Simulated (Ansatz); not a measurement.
Here is a crystal structure:

Space group P6_3/mmc (No. 194). a = 2.504 Å, b = 2.504 Å, c = 7.073 Å, α = 90.00°, β = 90.00°, γ = 120.00°
```tsv
atom	site	symmetry	x	y	z
B	2c	-6m2	0.3333	0.6667	0.2500
N	2d	-6m2	0.3333	0.6667	0.7500
```

Q: Summarise the structure in words.

A: Formula: BN. Space group P6_3/mmc (No. 194), lattice primitive hexagonal. In the cell are 2 B, 2 N, which makes 2 formula units. B is coordinated by three N in a trigonal planar arrangement at 1.45 Å. Around each N lie three B in a trigonal planar arrangement at 1.45 Å. The bonds build BN layers parallel to (001).

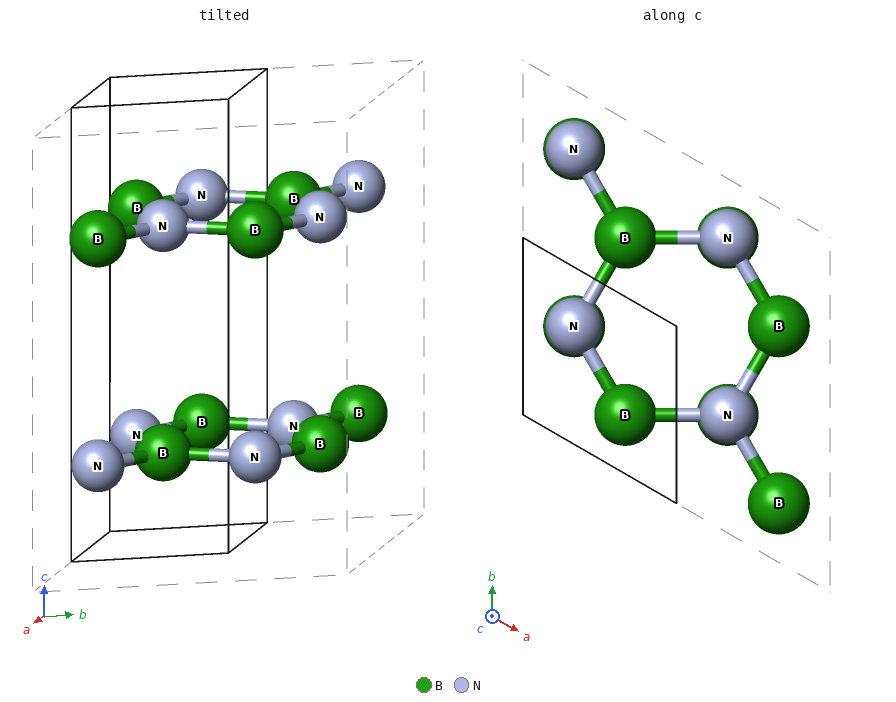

Structure drawing (ball-and-stick), viewed slightly off an axis and along the c axis. The picture spans 2×2×1 cells, one conventional unit cell being drawn with solid lines.

The structure comes from a structure listed in the Materials Project. Earlier steps of the study may have refined or changed the cell and positions. An electronic-structure calculation with Ansatz was run on it.
